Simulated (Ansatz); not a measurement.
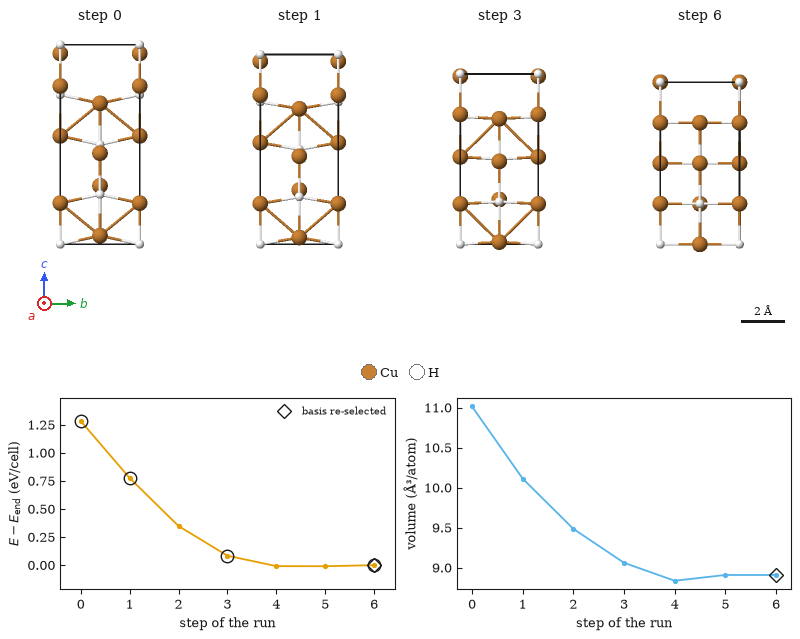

Frames of a relaxation of solid Cu₂H (built on the anatase_141 type) (coarse preliminary run), marked on the history of the run. The picture is a ball-and-stick view of the conventional cell (2 times the calculation's cell), seen along the a axis. Lengths and directions refer to the drawn axes.

Case: anatase type (I4_1/amd, No. 141).

All numbers below come from DFT PBE, scalar-relativistic, plane waves, PAW in Ansatz. Set-up: plane-wave cutoff 420 eV; k-point mesh 6 × 6 × 6; occupations gaussian; smearing width 0.1 eV; no spin polarisation; cell and atoms relaxed; force threshold 0.04 eV/Å; at most 70 steps.

> Describe the path.

The largest moves relative to the cell, 0.34 Å, are those of Cu atoms. H stays in place. The volume changes by −19.1 %, with a = b 3.746 → 3.738 Å (−0.2 %), c 9.417 → 7.651 Å (−18.8 %). Some distances before and after: Cu–Cu 2.423 → 2.679 Å, Cu–H 1.917 → 1.869 Å, Cu–H 1.946 → 1.916 Å. Among the angles between lasting bonds that change: Cu–H–Cu 155.4° → 179.8°, H–Cu–H 155.4° → 179.8°, Cu–H–Cu 77.7° → 90.1°. The space group stays I4_1/amd (No. 141). The energy falls by 1.284 eV per cell of the calculation in 5 accepted moves (6 points after the start). Largest force component: 0.83 eV/Å at the start, 0.009 eV/Å at the end. Pressure: −9.36 GPa at the start and −0.17 GPa at the end. At 1 point the geometry stayed and the basis and grid were re-selected for the new cell (energy shift of 9.6 meV per cell of the calculation at most each time). The run took 44 s on 1 thread of Arm Neoverse V2, with other jobs on the host, peak memory 0.37 GiB. From step 0 to 1: Cu atoms move most (0.07 Å), volume −8.2 %, energy −0.507 eV per cell of the calculation. From step 1 to 3: Cu atoms move most (0.18 Å), volume −10.4 %, energy −0.692 eV per cell of the calculation. From step 3 to 6: Cu atoms move most (0.10 Å), volume −1.7 %, energy −84.1 meV per cell of the calculation.
